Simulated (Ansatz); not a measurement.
A structure file:

```
CELL_PARAMETERS angstrom
3.83132 0.00000 0.00000
0.00000 6.13833 0.00000
0.00000 0.00000 6.33262
ATOMIC_POSITIONS crystal
Si 0.00000 0.33333 0.06301
Si 0.00000 0.66667 0.56301
Si 0.00000 0.33333 0.43699
Si 0.00000 0.66667 0.93699
Si 0.50000 0.83333 0.06301
Si 0.50000 0.16667 0.56301
Si 0.50000 0.83333 0.43699
Si 0.50000 0.16667 0.93699
```

Question: Before looking at a picture, describe the arrangement of atoms.

Answer: The element is silicon. Space group Cmcm (No. 63), lattice base-centred orthorhombic. The cell holds eight atoms. Si bonds to four Si in a distorted tetrahedral arrangement at 2.20 to 2.37 Å. The bonds build a three-dimensional framework.

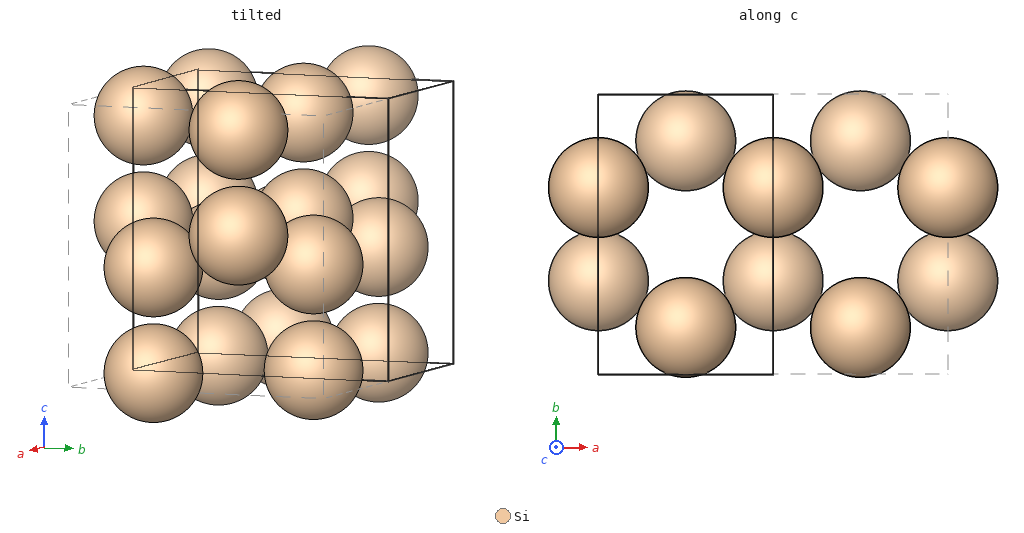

Shown here is a space-filling view of the crystal, taken slightly off an axis and along the c axis. The conventional unit cell (solid box) is repeated to 2×1×1 cells. Colours: silicon light orange.

The structure comes from a structure listed in the Materials Project. The cell was then strained or its atoms displaced on purpose. Ansatz was used for an electronic-structure calculation on it.

At this level of theory the cell isn't at rest (compressed, at 7 GPa and forces up to 1.0 eV/Å), so its distances can differ from those at equilibrium, the more so the softer the solid.
